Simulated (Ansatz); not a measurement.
## Zr5S12: single-point calculation (part 2 of 2)

Continued. System: Zr5S12 (slab, 17 atoms in the cell). Method: DFT PBEsol, scalar-relativistic, plane waves, PAW, no spin polarisation (Ansatz 0.2.0); cutoff 420 eV, 7×3×1 k-mesh, Gaussian smearing of 0.05 eV. The structure derives from an entry of the Crystallography Open Database. It belongs to a series of runs on one base structure; here: (0 1 2) slab cut from the bulk.

Geometry of the input (Å; fractional positions):
```
3.6274  0.0000  0.0000
0.0000  8.6057  0.0000
0.0000  0.0000  27.1898
S  0.5000  0.2042  0.2758
S  0.0000  0.5293  0.3294
Zr 0.5000  0.7335  0.3421
S  0.0000  0.9377  0.3548
S  0.5000  0.2628  0.4083
Zr 0.0000  0.4670  0.4210
S  0.5000  0.6712  0.4337
S  0.0000  0.9963  0.4873
Zr 0.5000  0.2005  0.5000
S  0.0000  0.4047  0.5127
S  0.5000  0.7297  0.5663
Zr 0.0000  0.9340  0.5790
S  0.5000  0.1382  0.5917
S  0.0000  0.4632  0.6452
Zr 0.5000  0.6675  0.6579
S  0.0000  0.8717  0.6706
S  0.5000  0.1967  0.7242
```

**Output, continued**
```
--- Per-component energies (eV) ---
  E_band       = -1765.464807
  E_kinetic    = 2923.273812
  E_local      = -78469.103181  (includes V_loc(G=0)·N_el)
  E_nonlocal   = 743.146020
  E_hartree    = 37742.465541
  E_xc         = -1944.748439
  E_vxc        = -1984.932318  (∫ρ·V_xc dr)
  E_paw        = -21506.522218  (= ΣΔE_a)
  E_vpaw       = -462.800416  (= ΣTr[D̂ρ^β])
  E_aug_tail   = 0.000130  (compensation charges beyond the density's cutoff)
  E_efield     = 0.000000  (sawtooth field / dipole correction)
  E_vefield    = 0.000000  (∫n·V_field dr)
  E_ewald      = 29233.462121
  E_core_change = 1.571994  (= ΣΔE_core)
  E_smearing   = -0.045848  (= −TS)
  E_closure    = 0.000000  (closes the sum)
  Σ components = -31276.500068   (vs F -31276.500068, Δ=0.00e0)
--- Forces (eV/Å), atoms counted from 1 ---
  atom   1  S      0.00000000    -0.10950835     0.35819928
  atom   2  S      0.00000000    -0.01509444    -0.40358544
  atom   3  Zr     0.00000000     1.19294739     1.59759655
  atom   4  S      0.00000000    -1.11684735    -0.79692400
  atom   5  S      0.00000000     0.06091314    -0.07924356
  atom   6  Zr     0.00000000    -0.33775687     0.07040323
  atom   7  S      0.00000000     0.22108353    -0.59216142
  atom   8  S      0.00000000    -0.08657745     0.02300903
  atom   9  Zr     0.00000000    -0.00000091     0.00000157
  atom  10  S      0.00000000     0.08657781    -0.02301043
  atom  11  S      0.00000000    -0.22108270     0.59215964
  atom  12  Zr     0.00000000     0.33775633    -0.07039941
  atom  13  S      0.00000000    -0.06091375     0.07924187
  atom  14  S      0.00000000     1.11684576     0.79692310
  atom  15  Zr     0.00000000    -1.19294784    -1.59759524
  atom  16  S      0.00000000     0.01509569     0.40358269
  atom  17  S      0.00000000     0.10950927    -0.35819741
  max |Σ_I F_I| component: 7.36e-7 eV/Å
--- Stress (GPa, compression-positive) ---
       -2.147897       0.000000       0.000000
        0.000000      -1.372623       0.086813
        0.000000       0.086813      -1.101827
  P = ⅓ Tr σ = -1.5408 GPa (-15.408 kbar)
--- Band table (eV; the first three rows and the last of 8) ---
  k-point 0: bands = ["-49.3656", "-49.3656", "-49.2543", "-49.2521", "-49.2235", "-27.5686", "-27.5631", "-27.4609", "-27.4221", "-27.3788", "-27.3586", "-27.3450", "-27.3207", "-27.3076", "-27.2743", "-27.2708", "-27.2474", "-27.2333", "-27.2330", "-27.2073", "-13.1397", "-12.7950", "-12.4133", "-12.2541", "-12.2246", "-12.0508", "-11.9450", "-11.8482", "-11.3162", "-11.2871", "-10.7942", "-10.7934", "-4.7768", "-4.7454", "-4.2963", "-4.1311", "-4.0750", "-3.7702", "-3.6190", "-3.3881", "-3.3812", "-3.2355", "-3.1054", "-3.0007", "-2.9184", "-2.8416", "-2.8401", "-2.7464", "-2.6319", "-2.3548", "-2.0018", "-1.8731", "-1.6554", "-1.4786", "-1.4275", "-1.3832", "-1.2858", "-1.2107", "-1.0932", "-0.8863", "-0.6891", "-0.5363", "-0.5198", "-0.4043", "-0.1087", "-0.0285", "0.5200", "0.5214", "0.6189", "0.7788", "0.9514", "1.0901", "1.1328", "1.2394", "1.6512", "1.9246", "2.1701", "2.2075", "2.5619", "2.5686", "2.8004", "2.8129", "2.8799"]
  k-point 1: bands = ["-49.3656", "-49.3656", "-49.2543", "-49.2521", "-49.2235", "-27.5685", "-27.5631", "-27.4610", "-27.4221", "-27.3789", "-27.3587", "-27.3449", "-27.3207", "-27.3077", "-27.2743", "-27.2708", "-27.2474", "-27.2333", "-27.2330", "-27.2073", "-13.0437", "-12.8221", "-12.4972", "-12.2964", "-12.2864", "-12.0570", "-11.9164", "-11.7935", "-11.3062", "-11.2980", "-10.7650", "-10.7631", "-4.8830", "-4.5427", "-4.3533", "-4.0246", "-3.9365", "-3.7948", "-3.6646", "-3.5710", "-3.4631", "-3.2398", "-3.2051", "-3.1056", "-3.0556", "-2.9231", "-2.8579", "-2.8430", "-2.6419", "-2.1742", "-1.8741", "-1.6668", "-1.5637", "-1.5548", "-1.4472", "-1.4082", "-1.1666", "-1.1086", "-1.0017", "-0.7222", "-0.7112", "-0.5821", "-0.3922", "-0.3501", "-0.1982", "-0.1893", "0.4906", "0.4990", "0.5004", "0.7194", "0.9688", "1.0682", "1.1491", "1.2302", "1.6521", "1.9945", "2.1435", "2.1510", "2.5399", "2.5641", "2.6294", "2.7974", "2.9079"]
  k-point 2: bands = ["-49.3635", "-49.3635", "-49.2518", "-49.2500", "-49.2217", "-27.5610", "-27.5582", "-27.4526", "-27.4171", "-27.3777", "-27.3508", "-27.3391", "-27.3368", "-27.3082", "-27.3068", "-27.3001", "-27.2798", "-27.2776", "-27.2418", "-27.2276", "-12.9794", "-12.6563", "-12.3038", "-12.1778", "-12.1499", "-12.0651", "-11.9607", "-11.8810", "-11.3068", "-11.2829", "-10.7382", "-10.7377", "-4.5788", "-4.5478", "-4.2135", "-4.0533", "-3.9719", "-3.8263", "-3.7175", "-3.6357", "-3.3741", "-3.3656", "-3.1020", "-3.0416", "-3.0395", "-2.9504", "-2.7782", "-2.5592", "-2.4560", "-2.4151", "-2.2795", "-2.0520", "-1.9609", "-1.7941", "-1.6328", "-1.6089", "-1.5402", "-1.4637", "-1.2879", "-1.0939", "-0.9998", "-0.8130", "-0.4701", "-0.3608", "-0.2035", "-0.1944", "0.0760", "0.0780", "1.1952", "1.2590", "1.2740", "1.4258", "1.4882", "1.6387", "1.6903", "1.8615", "2.0167", "2.2400", "2.2944", "2.5865", "2.6345", "2.8357", "2.9349"]
  k-point 7: bands = ["-49.3549", "-49.3549", "-49.2416", "-49.2415", "-49.2147", "-27.5508", "-27.5482", "-27.4920", "-27.4784", "-27.4566", "-27.4447", "-27.4315", "-27.3537", "-27.3393", "-27.3264", "-27.3142", "-27.3106", "-27.2909", "-27.2906", "-27.2686", "-12.2708", "-12.2124", "-12.1815", "-12.1301", "-11.9976", "-11.9108", "-11.7815", "-11.7592", "-11.1040", "-11.0986", "-10.5091", "-10.5081", "-4.8180", "-4.7724", "-4.4776", "-4.4292", "-4.1332", "-3.9839", "-3.8096", "-3.6920", "-3.4131", "-3.2495", "-3.1914", "-3.1538", "-3.0155", "-2.9230", "-2.8961", "-2.7547", "-2.6567", "-2.6283", "-2.4616", "-2.3712", "-2.3162", "-2.0980", "-2.0853", "-2.0656", "-1.8627", "-1.7984", "-1.7010", "-1.5189", "-1.4662", "-1.3344", "-0.8615", "-0.8379", "-0.2921", "-0.2883", "-0.2279", "-0.1747", "0.6592", "0.7522", "1.0626", "1.2456", "1.5594", "2.0133", "2.3169", "2.4761", "2.6185", "2.7753", "2.8535", "2.9120", "3.0456", "3.0590", "3.1213"]
```

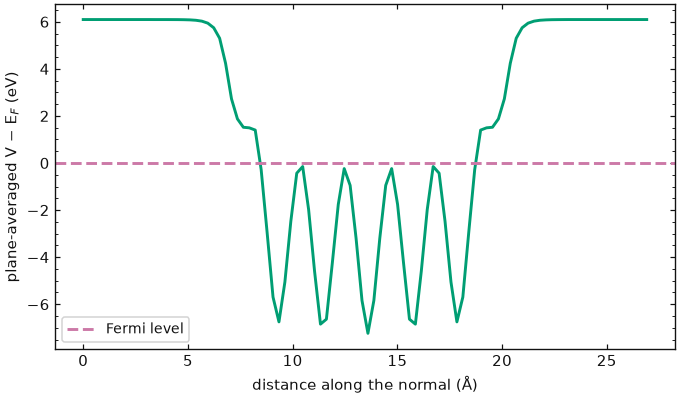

Plane average of the electrostatic potential energy of an electron across the cell, from the Fermi level. The vacuum level lies 6.10 eV above the Fermi level.

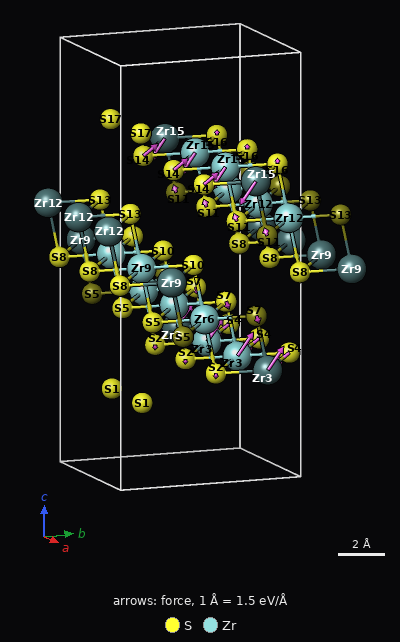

Forces on the atoms as pink arrows (ball-and-stick view of the 2 × 1 repeat of the cell, with the vacuum cut short, seen slightly off an axis; neighbours outside the cell are drawn fainter; atoms are numbered from 1 in the order of the input); the smallest are left out. The largest act on Zr3, Zr15 (1.99 eV/Å); S4, S14 (1.37 eV/Å); S7, S11 (0.63 eV/Å). The geometry is not a stationary point of this energy.

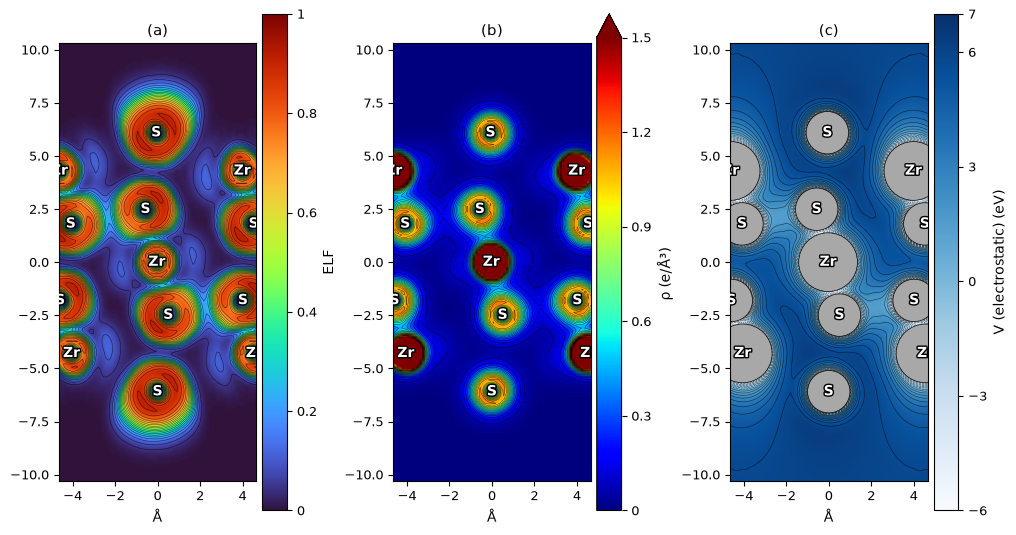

(a) electron localisation function; (b) valence electron density; (c) electrostatic potential energy of an electron on the (100) plane of the calculation cell, a cut from vacuum to vacuum. Grey discs, where drawn, cover atomic cores. Atoms in the plane: S and Zr. Zr–S (2.55 Å): ρ is about 0.45 e/Å³ halfway; the ELF is about 0.40 at the midpoint; no shared pair; the contact is polar. The density dies away to nearly zero in the vacuum. The strong features right at Zr lie inside the PAW spheres (semicore, d or f shells) and say nothing about bonding. The fields are those of the smooth PAW valence density.

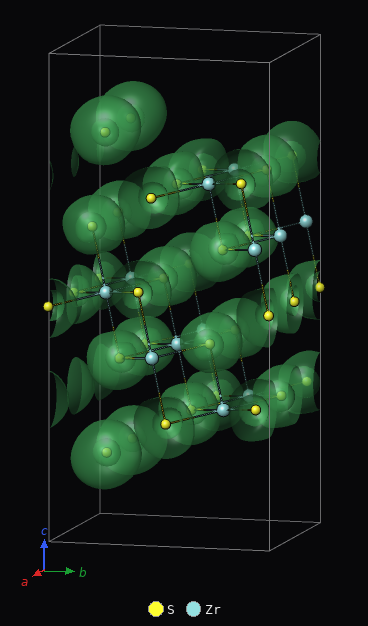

Isosurface of the ELF at 0.75 (green), seen slightly off an axis. Core shells and regions of very low density are left out. Sticks mark near contacts. Profiles from the grid: Zr–S (2.55 Å): the ELF is about 0.40 at the midpoint (no shared pair; the contact is polar).

**Key numbers**

| quantity | value |
| --- | --- |
| outcome | converged |
| electrons treated | 132 |
| free energy | −31276.5001 eV |
| work function, top face | 6.10 eV |
| work function, bottom face | 6.10 eV |
| Fermi energy | −0.222 eV |
| gap on the k-point mesh | none (metallic) |
| work function (upper face) | 6.10 eV |
| largest force (length of the vector) | 1.994 eV/Å |
| hardware | 2 threads of Arm Neoverse V2, 24 GiB of memory available, shared host |
| wall time | 58 s (CPU time 1.9 min) |
| peak memory | 1.3 GiB |

**Notes**

Warnings of the run: the exchange-correlation potential is rough where the density is thin.
